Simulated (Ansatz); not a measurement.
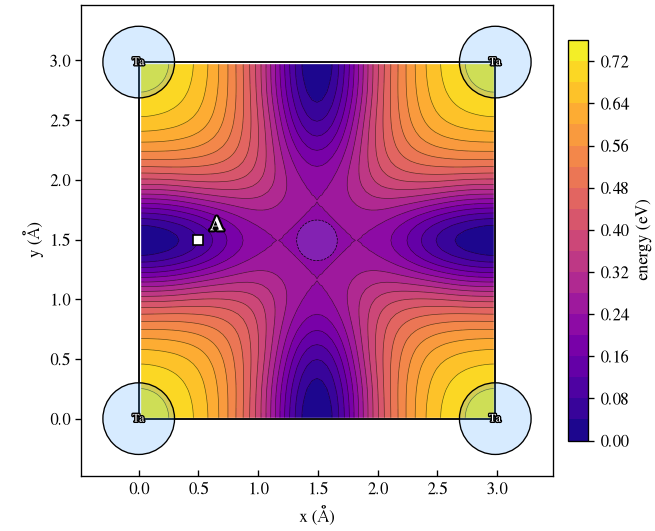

H on a Ta(100) slab cut from the Fm-3m phase, its upper half relaxed before the scan (12 atoms of substrate and one adsorbate in a 2 × 2 cell). H is moved over the surface cell; relaxed at each place: the height of the adsorbate's atoms; substrate rigid; the origin of the map has the adsorbate above Ta9. Places are given modulo a cell vector. The map is drawn in real space over the plane of the surface. The scan uses a 6 × 6 grid; 10 points were computed and 26 follow by symmetry. Places are given in fractions of the 1 × 1 surface cell. All energies are given in eV relative to the lowest grid point. Level of theory: DFT PBE, scalar-relativistic, plane waves, PAW (Ansatz). Settings: cutoff 420 eV, k-mesh 5×5×1, gaussian smearing 0.1 eV, no spin polarisation.

The picture shows filled contours, labelled circles for the atoms of the top layer and small ones for the second layer, the outline of one cell of the plane, the point A. Between grid points the surface is interpolated.

Question: Is A at rest? If not, where is it pushed?

Answer: A, at (1/6, 3/6) of the cell vectors, is not a stationary point. The computed force is 0.3 eV/Å in the plane, pointing left in the picture (components −0.30 and 0.00 eV/Å).

PAW datasets: the set soft_1.
